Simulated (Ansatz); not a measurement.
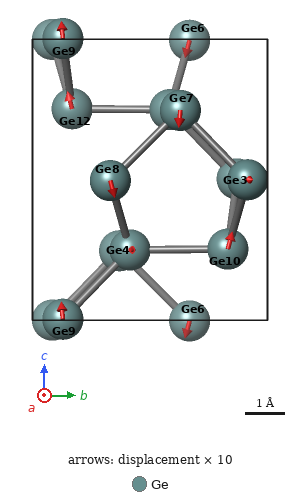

A relaxation of crystalline Ge (set up in P4_32_12). The starting structure is drawn; red arrows show the displacements (the part carried along by the change of the cell is left out), magnified 10 times.

The picture is a ball-and-stick view of the cell of the calculation, seen along the a axis.

Case: volume × 1.10, shape and atoms relaxed.

These are results of DFT PBEsol, scalar-relativistic, plane waves, PAW in Ansatz, not measurements.

Input file:
```yaml
crystal:
  lattice:
    - [6.086100582, 0.0, 0.0]
    - [0.0, 6.086100582, 0.0]
    - [0.0, 0.0, 7.2669764479]
  atoms:
    - { symbol: Ge, position: [0.084852353, 0.084852353, 0.0] }
    - { symbol: Ge, position: [0.415147647, 0.584852353, 0.75] }
    - { symbol: Ge, position: [0.915147647, 0.915147647, 0.5] }
    - { symbol: Ge, position: [0.584852353, 0.415147647, 0.25] }
    - { symbol: Ge, position: [0.1686462167, 0.370706633, 0.2469748095] }
    - { symbol: Ge, position: [0.129293367, 0.6686462167, -0.0030251905] }
    - { symbol: Ge, position: [0.8313537833, 0.629293367, 0.7469748095] }
    - { symbol: Ge, position: [0.870706633, 0.3313537833, 0.4969748095] }
    - { symbol: Ge, position: [0.6686462167, 0.129293367, 0.0030251905] }
    - { symbol: Ge, position: [0.629293367, 0.8313537833, 0.2530251905] }
    - { symbol: Ge, position: [0.3313537833, 0.870706633, 0.5030251905] }
    - { symbol: Ge, position: [0.370706633, 0.1686462167, 0.7530251905] }
basis:
  ecutwfc: 420
kpoints:
  mp_grid: { grid: [6, 6, 6] }
hamiltonian:
  xc: pbesol
scf:
  occupations: { method: gaussian, width: 0.02 }
output:
  forces: true
  stress: true
  eigenvalues: true
relax:
  adjacent_minimum: "off"
  f_tol: 0.01
  max_steps: 30
  cell: { stress_tol: 0.1, fix: [volume] }
```

Command:
```bash
ansatz run input.yaml --threads 4 --pin off --max-ram 10240MiB --backend cpu --events-out ev --progress --plain --runs-dir out
```

What happened in the run?

Answer. After 2 accepted moves (3 points after the start) the energy has fallen by 14.7 meV per cell of the calculation. The largest force component goes from 0.078 to 0.0062 eV/Å. Pressure: −4.92 GPa at the start and −4.45 GPa at the end. The SCF was repeated once at an unchanged geometry on a basis and grid sized afresh for the cell, which shifted the energy by less than 0.05 meV per cell of the calculation at most. The largest moves relative to the cell, 0.048 Å, are those of 8 atoms (Ge5, Ge6, Ge7, Ge8 and others). Ge6 goes along [0 −1 −3]. The drawn cell changes at constant volume: a = b 6.086 → 6.064 Å (−0.4 %), c 7.267 → 7.319 Å (+0.7 %). Among the contacts that change: Ge1–Ge12 2.551 → 2.536 Å, Ge10–Ge11 2.578 → 2.571 Å. The space group stays P4_32_12 (No. 96).
